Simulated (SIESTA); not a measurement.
# Ta2C: 7 runs along one coordinate

System: Ta2C (P-3m1, 3 atoms in the cell).
Method: Kohn-Sham DFT of a periodic cell, PBEsol, PseudoDojo 0.4 standard, converted to PSML, no spin polarisation (SIESTA 5.4.2).

The 7 runs differ only in the geometry, by an even scaling of the cell at fixed fractional positions. The structure derives from an entry of the Crystallography Open Database.

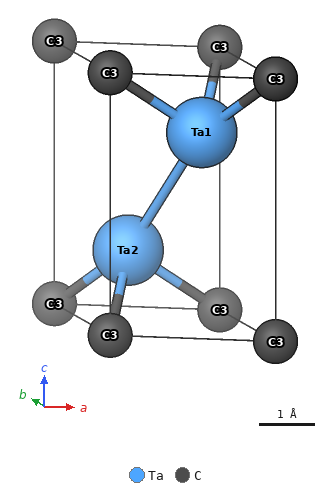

Figure 1. The structure of run 4 (ball-and-stick view of the cell of the calculation, seen slightly off an axis; atoms are numbered from 1 in the order of the input). An atom can appear more than once, as a periodic image.

**Input of run 4**
```
SystemName                      Ta2C
SystemLabel                     Ta2C
NumberOfSpecies                 2
NumberOfAtoms                   3
%block ChemicalSpeciesLabel
  1  73 Ta
  2   6 C
%endblock ChemicalSpeciesLabel

LatticeConstant                 1.0 Ang
%block LatticeVectors
     3.1059000000     0.0000000000     0.0000000000
    -1.5529500000     2.6897883016     0.0000000000
     0.0000000000     0.0000000000     4.9464000000
%endblock LatticeVectors
AtomicCoordinatesFormat         Fractional
%block AtomicCoordinatesAndAtomicSpecies
     0.6666666667     0.3333333333     0.7479900000  1  Ta
     0.3333333333     0.6666666667     0.2520100000  1  Ta
     0.0000000000     0.0000000000     0.0000000000  2  C
%endblock AtomicCoordinatesAndAtomicSpecies

%block kgrid.MonkhorstPack
   10   0   0  0.0
    0  10   0  0.0
    0   0   6  0.0
%endblock kgrid.MonkhorstPack
XC.Functional                   GGA
XC.Authors                      PBEsol
PAO.BasisSize                   DZP
PAO.EnergyShift                 0.003 Ry
Mesh.Cutoff                     800 Ry
OccupationFunction              FD
ElectronicTemperature           0.05 eV
MaxSCFIterations                120
SCF.MustConverge                false
SCF.Mixer.Method                Pulay
SCF.Mixer.Weight                0.25
SCF.Mixer.History               8
SCF.DM.Tolerance                5.0e-05
SCF.H.Tolerance                 1.0e-03 eV
WriteForces                     true
Charge.Mulliken                 end
%block PAO.Basis
  Ta 5
  n=5 0 2
    3.138 0.000
  n=6 0 2
    7.687 0.000
  n=5 1 2
    3.782 0.000
  n=6 1 1
    7.687
  n=5 2 2
    7.138 0.000
%endblock PAO.Basis
```

Command:
```bash
siesta < Ta2C.fdf > Ta2C.out 2>&1
```

Run 6 differs from it as follows:
```diff
-     3.1059000000     0.0000000000     0.0000000000
-    -1.5529500000     2.6897883016     0.0000000000
-     0.0000000000     0.0000000000     4.9464000000
+     3.1467717923     0.0000000000     0.0000000000
+    -1.5733858962     2.7251843121     0.0000000000
+     0.0000000000     0.0000000000     5.0114916751
```

**Results, with one run withheld**

| run | volume per atom (Å³) | free energy per atom, from the lowest run given (meV) | pressure (GPa) |
| --- | --- | --- | --- |
| 1 | 12.948 | 40.42 | 18.41 |
| 2 | 13.223 | 15.25 | 11.01 |
| 3 | 13.499 | 2.20 | 4.30 |
| 4 | 13.774 | 0.00 | −1.61 |
| 5 | 14.050 | 7.45 | −6.94 |
| 6 | 14.325 | ? | ? |
| 7 | 14.601 | 48.04 | −16.28 |

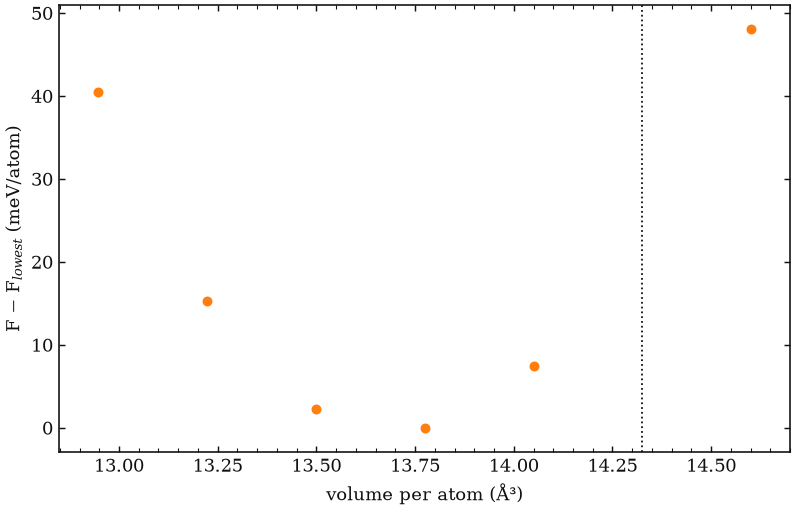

Figure 2. Free energy per atom of the runs given; the dotted line marks run 6.

Fit the runs given and predict run 6.

A cubic polynomial in V^(−2/3) (the Birch–Murnaghan form), fitted to the 6 runs given, misses them by at most 0.05 meV per atom. With x = V^(−2/3) − 0.17496 Å⁻², it reads F = −0.38226 + 489.69 x + 9.1612e+05 x² + 6.8534e+05 x³ (meV per atom). At run 6 it gives 23.77 meV per atom, and the run itself gives 23.74. The slope of the fit gives a pressure −dF/dV of −11.86 GPa there, and the run prints −11.89 GPa. The fit has its minimum at 13.696 Å³ per atom, where V d²F/dV² gives 291 GPa. Cell shape and fractional positions are held, so this is the stiffness under even scaling; the relaxed bulk modulus wasn't computed.

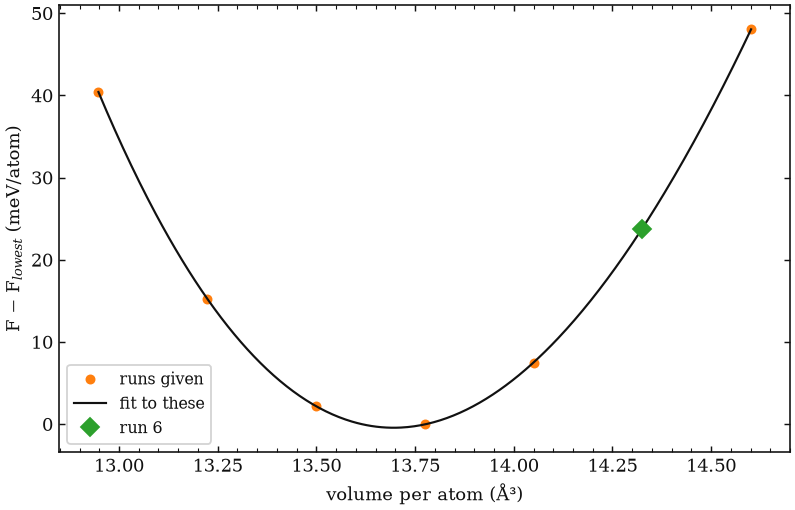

Figure 3. The fit and the withheld run.

**Some lines of the output (run 6)**
```
[...]
outcell: Cell volume (Ang**3)        :     42.9762
stepf: Fermi-Dirac step function
siesta: Etot    =     -3698.997333
siesta: FreeEng =     -3699.006877
        iscf     Eharris(eV)        E_KS(eV)     FreeEng(eV)     dDmax    Ef(eV) dHmax(eV)
siesta: E_KS(eV) =            -3706.4044
siesta: E_KS - E_eggbox =     -3706.4044
siesta: Etot    =     -3706.404424
siesta: FreeEng =     -3706.411004
siesta:         Fermi =      -4.736837
siesta: Cell volume =         42.976213 Ang**3
    Orbital volume contribution        =           3.108365 eV
```

Notes: Points of doubt noted for this run: mulliken charges of long orbitals. Spin–orbit coupling is left out, which matters for Ta. With a small basis of atomic orbitals these values can differ much from converged plane-wave results.
